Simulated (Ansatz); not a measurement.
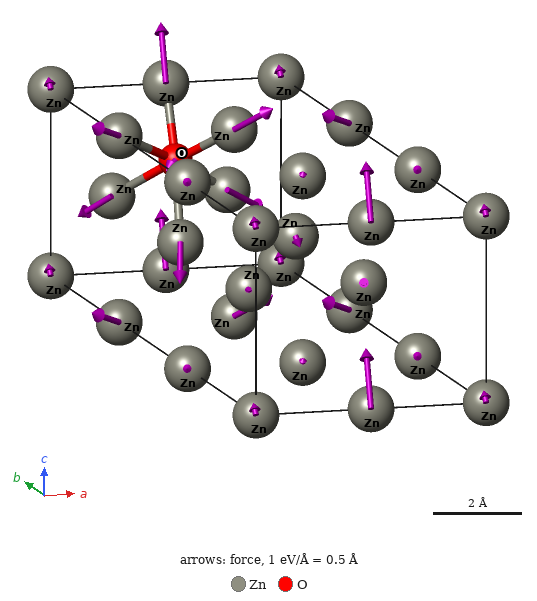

Starting geometry of a defect cell of composition Zn₁₂O with the computed forces as purple arrows. Style: ball-and-stick. Shown: the cell of the calculation, from a free direction.

It is an interstitial O in hcp Zn. The run prepares the start of a later molecular dynamics calculation, from a guessed geometry.

Method: Ansatz, DFT PBE, scalar-relativistic, plane waves, PAW.

The input:
```yaml
accuracy: low
crystal:
  lattice:
    - [5.32, 0.0, 0.0]
    - [-3.99, 6.910883, 0.0]
    - [0.0, 0.0, 4.93696]
  atoms:
    - { symbol: Zn, position: [0.0, 0.0, 0.0] }
    - { symbol: Zn, position: [0.1666667, 0.2222222, 0.5] }
    - { symbol: Zn, position: [0.0, 0.3333333, 0.0] }
    - { symbol: Zn, position: [0.1666667, 0.5555556, 0.5] }
    - { symbol: Zn, position: [0.0, 0.6666667, 0.0] }
    - { symbol: Zn, position: [0.1666667, 0.8888889, 0.5] }
    - { symbol: Zn, position: [0.5, 0.0, 0.0] }
    - { symbol: Zn, position: [0.6666667, 0.2222222, 0.5] }
    - { symbol: Zn, position: [0.5, 0.3333333, 0.0] }
    - { symbol: Zn, position: [0.6666667, 0.5555556, 0.5] }
    - { symbol: Zn, position: [0.5, 0.6666667, 0.0] }
    - { symbol: Zn, position: [0.6666667, 0.8888889, 0.5] }
    - { symbol: O, position: [0.3527111, 0.7876153, 0.7546684] }
basis:
  ecutwfc: 420.0
kpoints:
  mp_grid: { grid: [2, 2, 2] }
hamiltonian:
  xc: pbe
scf:
  occupations: { method: fermi_dirac, width: 0.15 }
  lower_state_search: "off"
relax:
  f_tol: 0.08
  max_steps: 25
  adjacent_minimum: "off"
```

Command:
```bash
ansatz run input.yaml --threads 1 --pin off --max-ram 3072MiB --backend cpu --events-out ev --progress --plain --runs-dir out
```

> What follows when this structure is relaxed?

It isn't relaxed: the largest force vector, on Zn7, is 3.06 eV/Å. The final displacements follow the starting forces only in part (cosine between the two patterns 0.57). After 7 geometry steps the energy has fallen by 1.403 eV per cell of the calculation. The largest force component goes from 2.4 to 0.075 eV/Å. The atom that moves furthest is Zn4 (0.46 Å roughly along [−1 −1 −3]). Largest moves by element: Zn 0.46 Å, O 0.29 Å. The cell stays as it was. Some distances before and after: Zn4–O13 2.039 → 2.722 Å, Zn11–O13 1.941 → 2.193 Å, Zn12–O13 1.917 → 2.098 Å, Zn7–O13 1.904 → 2.033 Å. Bonds break: Zn4–O13 (2.04 → 2.72 Å). Bond angles that change, for instance: Zn5–O13–Zn12 175.4° → 156.3°, Zn6–O13–Zn7 96.1° → 115.2°, Zn6–O13–Zn11 174.7° → 158.3°. Cost: 29 s on 1 thread of Intel(R) Xeon(R) Platinum 8488C (Sapphire Rapids), on a shared host, peak memory 0.55 GiB.

Limits of the set-up: the k-point mesh is coarse for a cell with partly filled bands; the program's low-accuracy preset was used; the periodic images lie only 4.9 Å apart, so the values are limited by the cell's size.
